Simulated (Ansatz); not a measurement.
**Ti: single-point calculation**

System: Ti (1 atom in the cell).
Method: DFT PBEsol, scalar-relativistic, plane waves, PAW, no spin polarisation (Ansatz 0.2.0).

The structure derives from an entry of the Crystallography Open Database. It belongs to a series of runs on one base structure; here: strain -0.025 along x and y, -0.050 along z, atoms carried along. Figures and captions count atoms from 1; the log counts them from 0 in places.

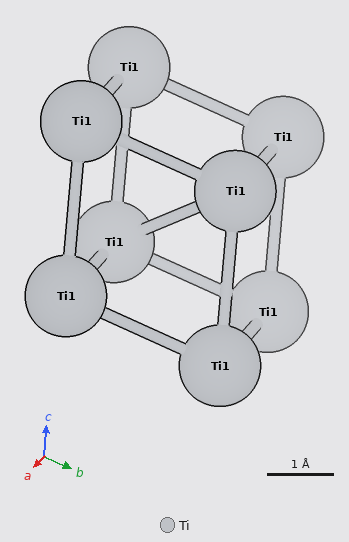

**Figure 1.** The structure (ball-and-stick view of the cell of the calculation, seen slightly off an axis; atoms are numbered from 1 in the order of the input). An atom can appear more than once, as a periodic image. Near neighbours in the periodic cell (some may lie outside the picture): Ti has 8 Ti at 2.69 Å.

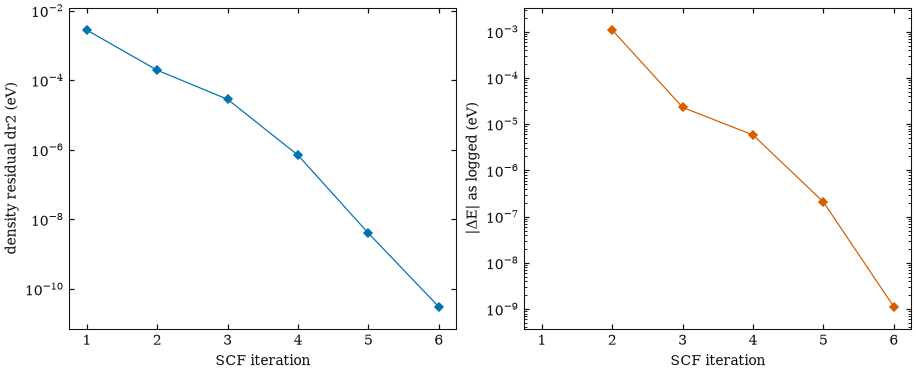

**Figure 2.** Convergence of the self-consistent field: density residual dr2 and size of the energy change against the SCF iteration. The residual falls at every step.

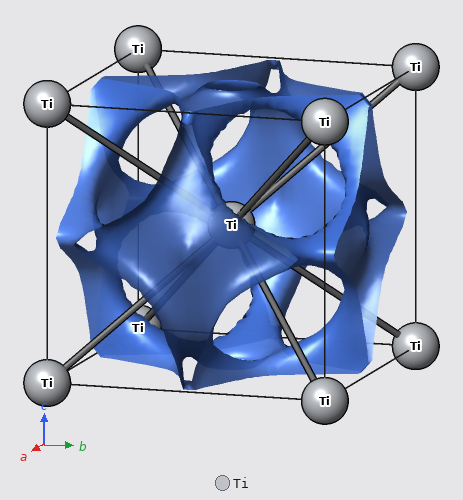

**Figure 3.** Isosurface of the electron localisation function at 0.45 (blue), seen slightly off an axis. Core shells and regions of very low density are left out. Sticks mark near contacts. The outline is the cell set on symmetry axes. Profiles from the grid: Ti–Ti (2.69 Å): the ELF is about 0.15 at the midpoint; no shared electron pair. The fields are those of the smooth PAW valence density.

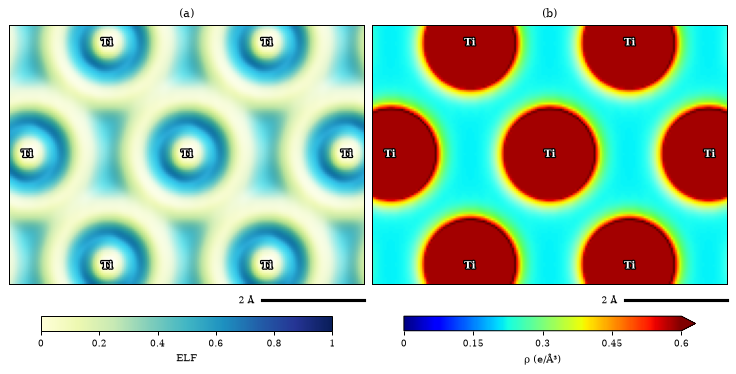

**Figure 4.** (a) electron localisation function; (b) valence electron density on the (011) plane of the conventional cell. Atoms in the plane: Ti. Ti–Ti (2.69 Å): the density is about 0.23 e/Å³ at the midpoint; the ELF is about 0.15 at the midpoint (no shared electron pair). Away from the nuclei the density in this plane falls to 0.21 e/Å³ at its lowest. The strong features right at Ti lie inside the PAW spheres (semicore, d or f shells) and say nothing about bonding.

The input and output of the run follow.

Input
```yaml
crystal:
  lattice:
    - [-1.5649881614, 1.5649881614, 1.5248602598]
    - [1.5649881614, -1.5649881614, 1.5248602598]
    - [1.5649881614, 1.5649881614, -1.5248602598]
  atoms:
    - { symbol: Ti, position: [0.0, 0.0, 0.0] }
basis:
  ecutwfc: 420
kpoints:
  mp_grid: { grid: [26, 26, 26] }
hamiltonian:
  xc: pbesol
scf:
  occupations: { method: gaussian, width: 0.15 }
output:
  forces: true
  stress: true
  eigenvalues: true
  write_density: true
  write_potential: true
  elf: true
  volumetric_format: npy
```

Command:
```bash
ansatz run input.yaml --threads 2 --pin off --max-ram 5120MiB --backend cpu --events-out ev --progress --plain --runs-dir out
```

Output
```
Engine: ansatz 0.2.0, x86_64-unknown-linux-gnu
Pseudopotentials: kind: paw
Pseudopotential: Ti, paw, valence charge 12, recommended cutoff 420 eV (normal), Ti.paw.azcp
Functional definition: PBEsol
  exchange = pbesol_x
  correlation = pbesol_c
Crystal: 1 atoms, lattice volume = 14.939 Å³
Basis set: ecut = 420 eV, 321 PW (Γ), exchange–correlation on 36×36×36 points (8 copies of the dense FFT grid, shifted against one another)
Bands: 10, of which v1, the nominal top of the filled ones, is band 6 counted from 1 (5 counted from 0)
Symmetry: 16 space group operations
Space group: I4/mmm (ITA 139), of the structure as read, at distance tolerance 2.5e-5 Å
k-points: 1330 of 17576
Non-local potential: Ti, projectors of the file, l = 0: 3, l = 1: 2, l = 2: 3, l = 3: 1
PAW form: soft (Blöchl's): semilocal exchange-correlation on the pseudo side does not see the compensation charge
PAW frozen core: Ti, regenerated for the run's functional, and the local potential with it (the file was generated under x = pbe(κ = 0.804, μ = 0.2195149727645171), c = pbe(β = 0.06672455060314922))
PAW one-centre angular grid: Ti, 590 points (default); XC on 64 Gauss nodes
Initial density: superposition of atomic densities (neutral atoms: chi_scale 0, normalization atom), corrected by the library's trained network
Initial wavefunctions: pseudopotential atomic-orbital guess
Functional: x = pbesol(κ = 0.804, μ = 0.12345679012345678), c = pbesol(β = 0.046)
SCF iter   1: F=—  HF=-2473.742568 eV  |F-HF|=—  |Δ(HF+E_count)|=         —  Δρ=5.54e-3  dr2=2.74e-3  ethr=1.77e-3  ⟨swp⟩=4.4  Hψ=68560  notcnv=0
preconditioner: auto → none  [metal: Δε(μ)=0.002 eV  Ē_g=4.836 eV  σ=0.150 eV  W_gap=0.01  n_scr=0 (ndim 8)  ℏωp=19.2 eV  f_vac=0.000  D(μ)=1.83/eV (n_scr^D=18)]
SCF iter   2: F=—  HF=-2473.741488 eV  |F-HF|=—  |Δ(HF+E_count)|=   1.08e-3  Δρ=1.41e-3  dr2=1.93e-4  ethr=2.28e-5  ⟨swp⟩=2.1  Hψ=32031  notcnv=0
SCF iter   3: F=—  HF=-2473.741465 eV  |F-HF|=—  |Δ(HF+E_count)|=   2.30e-5  Δρ=7.62e-4  dr2=2.81e-5  ethr=1.61e-6  ⟨swp⟩=2.4  Hψ=18806  notcnv=0
SCF iter   4: F=—  HF=-2473.741471 eV  |F-HF|=—  |Δ(HF+E_count)|=   5.82e-6  Δρ=1.17e-4  dr2=6.94e-7  ethr=2.34e-7  ⟨swp⟩=1.0  Hψ=13238  notcnv=0
iter 5 did not close the SCF: its close was put off for the readings that it lacked (scf_convergence_deferred on its scf_iter line)
SCF iter   5: F=-2473.741471 eV  HF=-2473.741471 eV  |F-HF|=9.75e-10  |Δ(HF+E_count)|=   2.06e-7  Δρ=8.76e-6  dr2=3.99e-9  ethr=5.79e-9  ⟨swp⟩=1.0  Hψ=13238  notcnv=0
SCF iter   6: F=-2473.741471 eV  HF=-2473.741471 eV  |F-HF|=3.64e-12  |Δ(HF+E_count)|=   1.12e-9  Δρ=6.67e-7  dr2=3.08e-11  ethr=3.33e-11  ⟨swp⟩=4.1  Hψ=55645  notcnv=0
SCF 1 converged in 6 iterations: F = -2473.741471 eV  dr2 = 3.08e-11
  greatest PAW one-centre occupation: 0.999 electrons in one spin orbital (limit 2), on the Ti atom at site 0 (counted from 0), in its partial waves of l = 0
SCF converged after 6 iterations
Free energy (F): -2473.741471 eV
Harris-Foulkes:  -2473.741471 eV  (|F-HF|=3.64e-12)
Internal energy: -2473.720890 eV  (E = F + TS)
E sigma→0 (E₀):  -2473.731181 eV
Entropy (-TS):   -0.020581 eV (-20.581 meV/atom)
Fermi energy:    15.494126 eV
--- Per-component energies (eV) ---
  E_band       = -124.832505
  E_kinetic    = 276.763760
  E_local      = -730.519317  (includes V_loc(G=0)·N_el)
  E_nonlocal   = 10.232150
  E_hartree    = 306.949890
  E_xc         = -97.953525
  E_vxc        = -123.186425  (∫ρ·V_xc dr)
  E_paw        = -1023.406633  (= ΣΔE_a)
  E_vpaw       = -172.022415  (= ΣTr[D̂ρ^β])
  E_aug_tail   = 0.000118  (compensation charges beyond the density's cutoff)
  E_ewald      = -1215.926718
  E_core_change = 0.139384  (= ΣΔE_core)
  E_smearing   = -0.020581  (= −TS)
  E_closure    = 0.000000  (closes the sum)
  Σ components = -2473.741471   (vs F -2473.741471, Δ=0.00e0)
--- Forces (eV/Å), atoms counted from 1 ---
  atom   1  Ti     0.00000000     0.00000000     0.00000000
  max |Σ_I F_I| component: 4.93e-32 eV/Å
--- Stress (GPa, compression-positive) ---
       13.776681       0.000000       0.000000
        0.000000      13.776681      -0.000000
        0.000000       0.000000      13.325068
  P = ⅓ Tr σ = 13.6261 GPa (136.261 kbar)
--- Band table (eV; the first three rows and the last of 1330) ---
  k-point 0: bands = ["-40.4789", "-16.2212", "-16.2212", "-16.2203", "9.3121", "16.4581", "16.6877", "16.6877", "18.5998", "18.8744"]
  k-point 1: bands = ["-40.4755", "-16.2383", "-16.2251", "-16.2212", "9.3700", "16.4531", "16.6602", "16.7325", "18.5625", "18.8733"]
  k-point 2: bands = ["-40.4653", "-16.2883", "-16.2392", "-16.2210", "9.5411", "16.4330", "16.5803", "16.8655", "18.4636", "18.8708"]
  k-point 1329: bands = ["-40.0665", "-16.9787", "-16.9787", "-16.9222", "12.7711", "12.8576", "20.2214", "20.2214", "20.2813", "24.9046"]
```

Results in brief

```json
{"quantity": "outcome", "value": "converged"}
{"quantity": "space group (tolerance 0.01 Å)", "value": "I4/mmm (139)"}
{"quantity": "electrons treated", "value": "12"}
{"quantity": "free energy", "value": "−2473.7415 eV"}
{"quantity": "Fermi energy", "value": "15.494 eV"}
{"quantity": "gap on the k-point mesh", "value": "none (metallic)"}
{"quantity": "pressure", "value": "13.63 GPa"}
{"quantity": "largest force (length of the vector)", "value": "under 0.001 eV/Å"}
{"quantity": "hardware", "value": "2 threads of Oxide Virtual Turin-like (Zen 5), 32 GiB of memory available, shared host"}
{"quantity": "wall time", "value": "5.5 s (CPU time 10 s)"}
{"quantity": "peak memory", "value": "0.56 GiB"}
```

Notes

The cell is under a pressure of 13.6 GPa at this level, so it is not at its equilibrium volume.
